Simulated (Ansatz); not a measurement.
## GW calculation, with input and output: CdTe

CdTe (2 atoms in the cell), computed with DFT, HSE06, plane waves, PAW, no spin polarisation (Ansatz 0.2.0).

The structure was built on a prototype by a generator. The geometry comes from this level: r2SCAN. It belongs to a series of runs on one base structure; here: G0W0 settings. Figures and captions count atoms from 1; the log counts them from 0 in places.

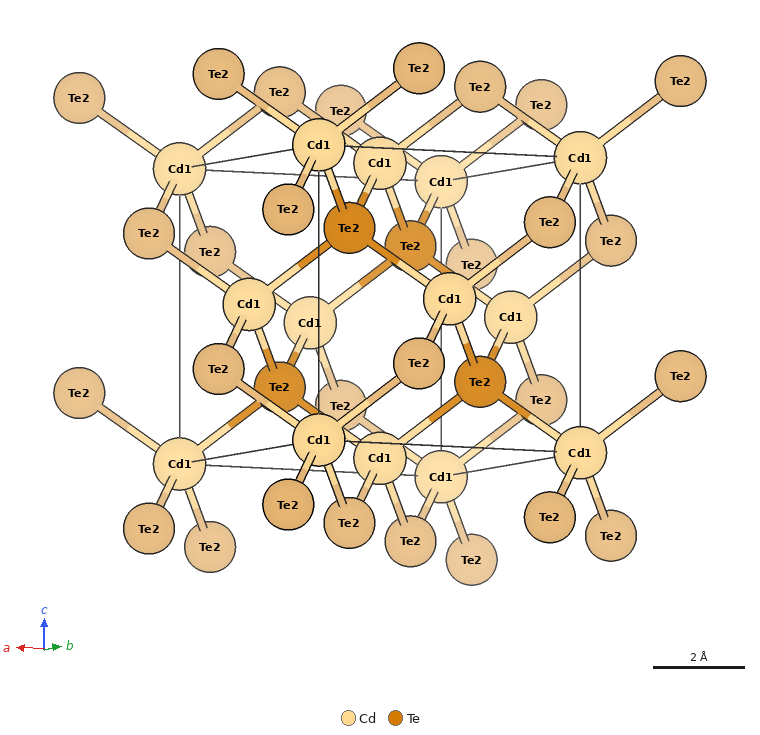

Figure 1. The structure as given in the input (ball-and-stick view of the cell 4 times as large as that of the calculation, set on its symmetry axes, seen at an oblique angle; neighbours outside the cell are drawn fainter; atoms are numbered from 1 in the order of the input). An atom can appear more than once, as a periodic image.

Input file
```yaml
crystal:
  lattice:
    - [0.0, 3.2799551157, 3.2799551157]
    - [3.2799551157, 0.0, 3.2799551157]
    - [3.2799551157, 3.2799551157, 0.0]
  atoms:
    - { symbol: Cd, position: [0.0, 0.0, 0.0] }
    - { symbol: Te, position: [0.25, 0.25, 0.25] }
kpoints:
  mp_grid: { grid: [2, 2, 2] }
hamiltonian:
  xc: hse06
scf:
  occupations: { method: fixed }
gw:
  n_empty_bands: 30
  ecut_chi: 40
  qp_bands: [v1, c1]
  qp_kpoints: band_edges
  screening: { model: contour_deformation }
```

Machine: 4 threads of Arm Neoverse V2, 24 GiB of memory available, shared host.

Launch command:
```bash
ansatz run input.yaml --threads 4 --pin off --max-ram 3686MiB --backend cpu --events-out ev --progress --plain --runs-dir out
```

Log
```
exact exchange: scf.exx.singularity resolves to wigner_seitz, which cuts the screened interaction at the faces of the exchange supercell's Wigner-Seitz cell, so that each pair interacts once, at the shortest of its separations (the periodic images that this leaves out come, for a point-like exchange hole, to about 0.030 eV on a filled level). The cut falls within the interaction's reach, and what an exchange supercell this small leaves in the energy, the band gaps and, where it is computed, the pressure is not bounded here. The exchange supercell (the smallest cell that an SCF of this deck is solved on times the 2×2×2 mesh of the exchange sum) has its nearest image at L = 9.28 Å, 1.93 times the interaction's range 1/ω = 4.81 Å. A denser mesh of the exchange sum (kpoints.mp_grid; where a k-mesh is refused, the cell repeated along its short axes), shrinks what is left. The k-mesh (kpoints.mp_grid) can leave an error of its own, as it does under a semilocal functional: two runs of this structure under PBE, one on that k-mesh and one on a denser one or on the cell repeated (per cell), show about how large it is in the energy; in a metal the hybrid's can be larger than they show. Converge the k-mesh under the hybrid itself. See scf.exx.q_mesh
Engine: ansatz 0.2.0, aarch64-unknown-linux-gnu
Pseudopotentials: kind: paw
Pseudopotential: Cd, paw, valence charge 20, recommended cutoff 420 eV (normal), Cd.paw.azcp
Pseudopotential: Te, paw, valence charge 16, recommended cutoff 420 eV (normal), Te.paw.azcp
Functional definition: HSE06
  parameter a = 0.25
  parameter omega = 0.11/bohr
  exchange = pbe_x - a*pbe_x_sr(omega) + a*exact_x_sr(omega)
  correlation = pbe_c
davidson cushion auto → on  (no smearing: the cushion is to keep the highest requested band from converging to the state above it; pin scf.eigensolver.cushion to override)
Crystal: 2 atoms, lattice volume = 70.572 Å³
Basis set: ecut = 420 eV, 1411 PW (Γ)
Bands: 22, of which v1, the nominal top of the filled ones, is band 18 counted from 1 (17 counted from 0)
Symmetry: 24 space group operations
Space group: F-43m (ITA 216), of the structure as read, at distance tolerance 4.1e-5 Å
k-points: 3 of 8
Non-local potential: Cd, projectors of the file, l = 0: 3, l = 1: 2, l = 2: 2, l = 3: 1
Non-local potential: Te, projectors of the file, l = 0: 2, l = 1: 2, l = 2: 2, l = 3: 2
PAW form: soft (Blöchl's): semilocal exchange-correlation on the pseudo side does not see the compensation charge
PAW frozen core: Cd, regenerated for the run's functional, and the local potential with it (the file was generated under x = pbe(κ = 0.804, μ = 0.2195149727645171), c = pbe(β = 0.06672455060314922))
PAW frozen core: Te, regenerated for the run's functional, and the local potential with it (the file was generated under x = pbe(κ = 0.804, μ = 0.2195149727645171), c = pbe(β = 0.06672455060314922))
PAW one-centre angular grid: Cd, 590 points (default); XC on 64 Gauss nodes
PAW one-centre angular grid: Te, 590 points (default); XC on 64 Gauss nodes
Initial density: superposition of atomic densities (neutral atoms: chi_scale 0, normalization atom), corrected by the library's trained network
Initial wavefunctions: pseudopotential atomic-orbital guess
Functional: x = pbe(κ = 0.804, μ = 0.2195149727645171), c = pbe(β = 0.06672455060314922), warm-up for x = pbe(κ = 0.804, μ = 0.2195149727645171) + 0.25 (exact − pbe) at short range (hse, ω = 0.20786987370883472 Å⁻¹), c = pbe(β = 0.06672455060314922); HSE06 as pw.x's `hse` composes it (authors' and Libxc's form: `xc: wpbeh`)
SCF iter   1: F=—  HF=-15234.143860 eV  |F-HF|=—  |Δ(HF+E_count)|=         —  Δρ=7.29e-3  dr2=9.26e-2  ethr=1.77e-3  ⟨swp⟩=8.0  Hψ=292  notcnv=0
preconditioner: auto → none  [insulator: Δε(μ)=0.640 eV  Ē_g=11.232 eV  n_scr=14 (ndim 8)  ℏωp=18.8 eV  f_vac=0.199]
iter 2 solved again at ethr=1.77e-5 eV; its pass at ethr=2.57e-4 eV (dr2=6.38e-3 eV) is discarded
SCF iter   2: F=—  HF=-15234.120691 eV  |F-HF|=—  |Δ(HF+E_count)|=   2.32e-2  Δρ=2.88e-3  dr2=6.20e-3  ethr=1.77e-5  ⟨swp⟩=3.0  Hψ=319  notcnv=0
SCF iter   3: F=—  HF=-15234.120663 eV  |F-HF|=—  |Δ(HF+E_count)|=   2.82e-5  Δρ=1.24e-3  dr2=1.14e-3  ethr=1.72e-5  ⟨swp⟩=3.0  Hψ=178  notcnv=0
SCF iter   4: F=—  HF=-15234.121081 eV  |F-HF|=—  |Δ(HF+E_count)|=   4.17e-4  Δρ=4.34e-4  dr2=1.03e-4  ethr=3.18e-6  ⟨swp⟩=3.3  Hψ=186  notcnv=0
SCF iter   5: F=-15234.121136 eV  HF=-15234.121131 eV  |F-HF|=4.62e-6  |Δ(HF+E_count)|=   5.02e-5  Δρ=1.11e-4  dr2=4.75e-6  ethr=2.86e-7  ⟨swp⟩=3.3  Hψ=187  notcnv=0
SCF 1 stopped early in 5 iterations: F = -15234.121136 eV  dr2 = 4.75e-6
  greatest PAW one-centre occupation: 1.000 electrons in one spin orbital (limit 2), on the Cd atom at site 0 (counted from 0), in its partial waves of l = 0
Initial density: handed on by an earlier stage of this run
Initial wavefunctions: those handed on with the density
Functional: x = pbe(κ = 0.804, μ = 0.2195149727645171) + 0.25 (exact − pbe) at short range (hse, ω = 0.20786987370883472 Å⁻¹), c = pbe(β = 0.06672455060314922); HSE06 as pw.x's `hse` composes it (authors' and Libxc's form: `xc: wpbeh`)
Exchange kernel: α = 0.2500, screened, ω = 0.2079 Å⁻¹, Wigner–Seitz truncation, v(0) = 812.8260 eV·Å³, q-mesh 2×2×2, nearest image of the exchange supercell L = 9.28 Å, pair-density grid 18×18×18, without the augmentation charges, whose exchange is taken in its separable form by FFT convolution over the k-point mesh (sized by the pseudopotential files, 27×27×27 at the most), smooth part of the exact exchange by density-matrix convolution
Frozen-core exchange: fock
SCF iter   1: F=—  HF=-15242.513205 eV  |F-HF|=—  |Δ(HF+E_count)|=         —  Δρ=5.44e-3  dr2=1.57e-2  ethr=1.32e-7  ⟨swp⟩=7.7  Hψ=350  notcnv=0
preconditioner: auto → none  [insulator: Δε(μ)=1.593 eV  Ē_g=13.178 eV  n_scr=14 (ndim 8)  ℏωp=18.8 eV  f_vac=0.227]
SCF iter   2: F=—  HF=-15242.509337 eV  |F-HF|=—  |Δ(HF+E_count)|=   3.87e-3  Δρ=1.91e-3  dr2=1.75e-3  ethr=1.32e-7  ⟨swp⟩=4.3  Hψ=275  notcnv=0
SCF iter   3: F=—  HF=-15242.516122 eV  |F-HF|=—  |Δ(HF+E_count)|=   6.78e-3  Δρ=1.30e-3  dr2=7.29e-4  ethr=1.32e-7  ⟨swp⟩=4.7  Hψ=254  notcnv=0
SCF iter   4: F=—  HF=-15242.516022 eV  |F-HF|=—  |Δ(HF+E_count)|=   1.00e-4  Δρ=3.84e-4  dr2=8.90e-5  ethr=1.32e-7  ⟨swp⟩=4.0  Hψ=209  notcnv=0
SCF iter   5: F=—  HF=-15242.516023 eV  |F-HF|=—  |Δ(HF+E_count)|=   1.76e-6  Δρ=2.01e-5  dr2=1.27e-5  ethr=1.32e-7  ⟨swp⟩=3.0  Hψ=157  notcnv=0
SCF iter   6: F=—  HF=-15242.516159 eV  |F-HF|=—  |Δ(HF+E_count)|=   1.35e-4  Δρ=1.30e-4  dr2=8.03e-6  ethr=6.01e-10  ⟨swp⟩=5.3  Hψ=282  notcnv=0  defer=1
SCF iter   7: F=-15242.516156 eV  HF=-15242.516156 eV  |F-HF|=4.12e-8  |Δ(HF+E_count)|=   2.82e-6  Δρ=8.25e-6  dr2=1.86e-7  ethr=6.01e-10  ⟨swp⟩=4.0  Hψ=223  notcnv=0
SCF 2 stopped early in 7 iterations: F = -15242.516156 eV  dr2 = 1.86e-7
  greatest PAW one-centre occupation: 1.000 electrons in one spin orbital (limit 2), on the Cd atom at site 0 (counted from 0), in its partial waves of l = 1
hybrid outer 1: dexx = +8.190e-3 eV, tail = 6.34e-5 eV
Exchange kernel: α = 0.2500, screened, ω = 0.2079 Å⁻¹, Wigner–Seitz truncation, v(0) = 812.8260 eV·Å³, q-mesh 2×2×2, nearest image of the exchange supercell L = 9.28 Å, pair-density grid 18×18×18, without the augmentation charges, whose exchange is taken in its separable form by FFT convolution over the k-point mesh (sized by the pseudopotential files, 27×27×27 at the most), smooth part of the exact exchange by density-matrix convolution
Frozen-core exchange: fock
SCF iter   1: F=—  HF=-15242.516253 eV  |F-HF|=—  |Δ(HF+E_count)|=         —  Δρ=4.33e-5  dr2=8.35e-7  ethr=8.81e-7  ⟨swp⟩=2.7  Hψ=149  notcnv=0
preconditioner: auto → none  [insulator: Δε(μ)=1.632 eV  Ē_g=13.121 eV  n_scr=14 (ndim 8)  ℏωp=18.8 eV  f_vac=0.227]
iter 2 solved again at ethr=2.03e-10 eV; its pass at ethr=2.23e-9 eV (dr2=7.30e-8 eV) is discarded
SCF iter   2: F=—  HF=-15242.516253 eV  |F-HF|=—  |Δ(HF+E_count)|=   3.54e-8  Δρ=1.53e-5  dr2=1.04e-7  ethr=2.03e-10  ⟨swp⟩=2.0  Hψ=364  notcnv=0
SCF iter   3: F=-15242.516253 eV  HF=-15242.516253 eV  |F-HF|=2.33e-8  |Δ(HF+E_count)|=   1.85e-8  Δρ=5.58e-6  dr2=4.97e-8  ethr=2.03e-10  ⟨swp⟩=3.7  Hψ=174  notcnv=0
SCF 3 converged in 3 iterations: F = -15242.516253 eV  dr2 = 4.97e-8
  greatest PAW one-centre occupation: 1.001 electrons in one spin orbital (limit 2), on the Cd atom at site 0 (counted from 0), in its partial waves of l = 1
```

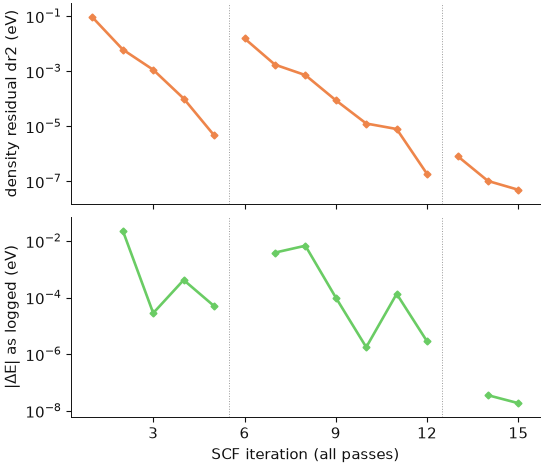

Figure 2. Convergence of the self-consistent field: density residual dr2 and size of the energy change against the SCF iteration. The run starts with a semilocal functional; after that each stretch between dotted lines is one SCF of the hybrid functional between two exact rebuilds of the exchange operator by the outer loop. Early passes are stopped at a loose threshold. The passes take 5, 7 and 3 iterations.

```
hybrid outer 2: dexx = +2.869e-7 eV, tail = 1.23e-7 eV, Δε = 2.42e-3 eV (about 1.83e-4 eV left of the loop's levels)
NSCF: frozen V_eff on 3 k-points
Exchange-term sweep: 0 of 3 (spin, k) points
Exchange-term sweep: 1 of 3 (spin, k) points
Exchange-term sweep: 2 of 3 (spin, k) points
Exchange-term sweep: 3 of 3 (spin, k) points
G₀W₀ screening: q 1/3
G₀W₀ screening: q 2/3
G₀W₀ screening: q 3/3
G₀W₀ self-energy: k 1/3
G₀W₀ self-energy: k 2/3
G₀W₀ self-energy: k 3/3
NSCF: frozen V_eff on 1 k-points
NSCF: frozen V_eff on 1 k-points
hybrid SCF converged: 2 outer / 10 inner (+5 warm-up), last move |dexx| = 2.87e-7 eV, tail = 1.23e-7 eV
Stability not checked: this state was not tested for a lower state beside it, because the functional holds exact exchange (a hybrid, or Hartree-Fock), whose exchange loop this test does not read (fock_operator; see scf.lower_state_search)
Free energy (F): -15242.516253 eV
Frozen-core exchange: fock
Harris-Foulkes:  -15242.516253 eV  (|F-HF|=2.33e-8)
Internal energy: -15242.516253 eV  (E = F + TS)
E sigma→0 (E₀):  -15242.516253 eV
Fermi energy:    6.621262 eV
--- Per-component energies (eV) ---
  E_band       = -887.319064
  E_kinetic    = 688.059004
  E_local      = -5508.627715  (includes V_loc(G=0)·N_el)
  E_nonlocal   = -276.213170
  E_hartree    = 2777.217191
  E_xc         = -241.100791
  E_vxc        = -259.128114  (∫ρ·V_xc dr)
  E_exx        = -133.721765  (= α·E_x^exact, valence–valence)
  E_paw        = -8682.976570  (= ΣΔE_a)
  E_vpaw       = -818.411631  (= ΣTr[D̂ρ^β])
  E_aug_tail   = -0.000169  (compensation charges beyond the density's cutoff)
  E_ewald      = -3864.369555
  E_core_change = -0.782715  (= ΣΔE_core)
  E_smearing   = -0.000000  (= −TS)
  E_closure    = -0.000000  (closes the sum)
  Σ components = -15242.516253   (vs F -15242.516253, Δ=1.82e-12)
--- Band table (eV) ---
  k-point 0: bands = ["-100.8682", "-60.5947", "-60.5947", "-60.5947", "-31.1407", "-31.1407", "-31.1407", "-31.1315", "-31.1315", "-5.1565", "-3.1224", "-3.1224", "-3.1224", "-2.8937", "-2.8937", "6.6213", "6.6213", "6.6213", "8.2534", "12.0637"]
  k-point 1: bands = ["-100.8679", "-60.5946", "-60.5946", "-60.5939", "-31.1408", "-31.1407", "-31.1407", "-31.1313", "-31.1313", "-4.8683", "-3.0672", "-3.0672", "-2.8866", "-2.8866", "-2.3967", "2.1682", "5.8557", "5.8557", "9.2858", "12.6475"]
  k-point 2: bands = ["-100.8678", "-60.5944", "-60.5944", "-60.5940", "-31.1409", "-31.1407", "-31.1407", "-31.1312", "-31.1312", "-4.7917", "-2.9849", "-2.9849", "-2.9674", "-2.8681", "-2.1900", "2.2391", "4.7779", "4.7779", "10.0011", "10.1273"]
  guard bands above this table: 2 of the run's 22 bands. The solve was not asked for them (output.publish_guard_bands: true or output.eigenvalues: true publishes all)
--- G₀W₀: contour deformation, 7 samples at zero and on the imaginary axis and 1 off it, 8 q-points, 30 empty bands' worth ---
  eigenvalues of the whole cell's RPA ε∞ on this k-mesh (on a slab, of 1 + 4πα/V) = 27.2943, 27.2943, 27.2943; static W/v taken at q = 0 is 0.036638
  gw.qp_kpoints: band_edges: 3 of 3 stored k-points solved, in 1 pass; an edge of the gap read off the rows below is read off those points alone
    ik  band        ε_KS         Σx   Σc(E_QP)       V_xc       Z   E_QP_lin       E_QP  E_QP is
     0    18      6.6213   -18.1540     2.7217   -15.9380  0.7751     7.1222     7.1269  root
     0    19      8.2534    -8.0893    -3.8696   -12.4239  0.7870     8.7232     8.7184  root
     1    18      5.8557   -17.1188     2.7227   -14.8290  0.7692     6.2848     6.2886  root
     1    19      9.2858    -7.3276    -3.7807   -11.4769  0.7857     9.6574     9.6544  root
     2    18      4.7779   -15.8181     2.7439   -13.4045  0.7558     5.1053     5.1082  root
     2    19     10.0011    -4.9452    -3.6712    -8.4997  0.7922     9.8846     9.8842  root
```

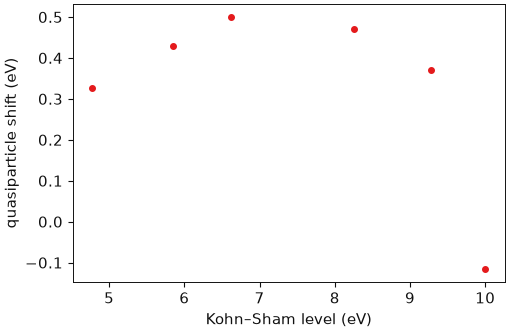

Figure 3. Quasiparticle corrections (linearised) against the Kohn–Sham levels, for the bands and k-points computed. On this mesh the gap goes from 1.63 to 1.59 eV.

Results in brief

| quantity | value |
| --- | --- |
| outcome | converged |
| space group (tolerance 0.01 Å) | F-43m (216) |
| electrons treated | 36 |
| free energy | −15242.5163 eV |
| Fermi energy | 6.621 eV |
| gap on the k-point mesh | 1.63 eV |
| quasiparticle gap on the mesh | 1.59 eV |
| wall time | 6.6 s (CPU time 19 s) |
| peak memory | 0.44 GiB |

Settings chosen away from the usual ones: G0W0 settings. The GW levels are not extrapolated in basis or mesh. The program warns: the mesh for exact exchange is coarse. So coarse a mesh can miss the band edges, so the true gap of this method can be much smaller, or zero. The k-point mesh is coarse for a cell of this size, so the results may not be converged.
